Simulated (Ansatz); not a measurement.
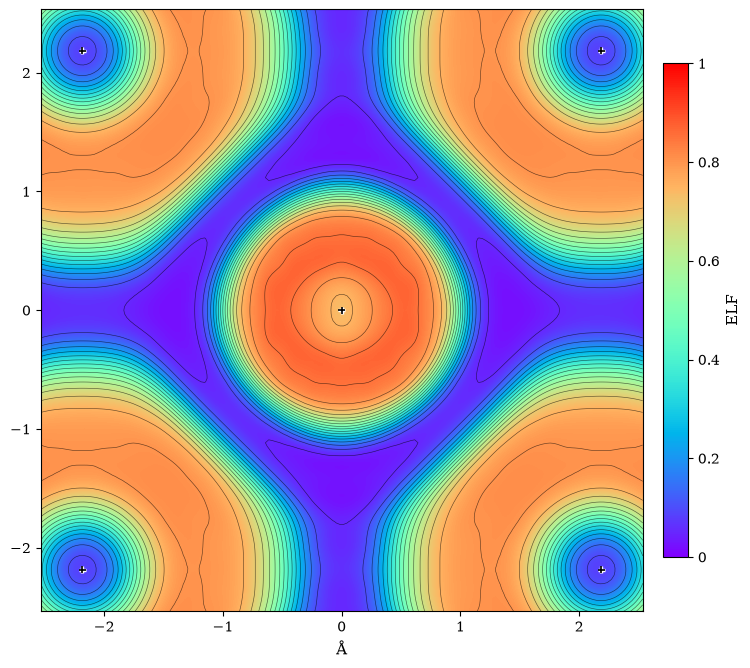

The ELF on a plane through atoms (crosses mark nuclei in the plane).

Method: DFT, r2SCAN, plane waves, PAW (Ansatz).

Candidates:
A. CaSe, a = 4.37 Å, b = 4.37 Å, c = 5.94 Å, α = 90.00°, β = 90.00°, γ = 90.00°. Space group I4/mmm; started from the rocksalt prototype, which need not be the ambient phase; changed on purpose from its base cell (biaxial xy strain +4.1%); computed pressure about −3 GPa in this cell.
B. C, a = 2.38 Å, b = 4.34 Å, c = 4.17 Å, α = 90.00°, β = 90.00°, γ = 90.00°. Space group Cmcm; started from the lonsdaleite (2H) prototype, which need not be the ambient phase; changed on purpose from its base cell (uniaxial x strain -5.0%); computed pressure about 26 GPa in this cell.
C. RbBr, a = 5.73 Å, b = 5.95 Å, c = 4.13 Å, α = 90.00°, β = 90.00°, γ = 90.00°. Space group Cmmm; started from the CsCl prototype, which need not be the ambient phase; changed on purpose from its base cell (shear xy strain -3.8%).

Q: Which candidate gave the map?

A: Candidate A: CaSe on the (001) plane of the conventional cell, which holds Ca and Se. Ca–Se (3.09 Å): the ELF is about 0.40 at the midpoint and 0.05 at its lowest between the atoms (a largely ionic contact).
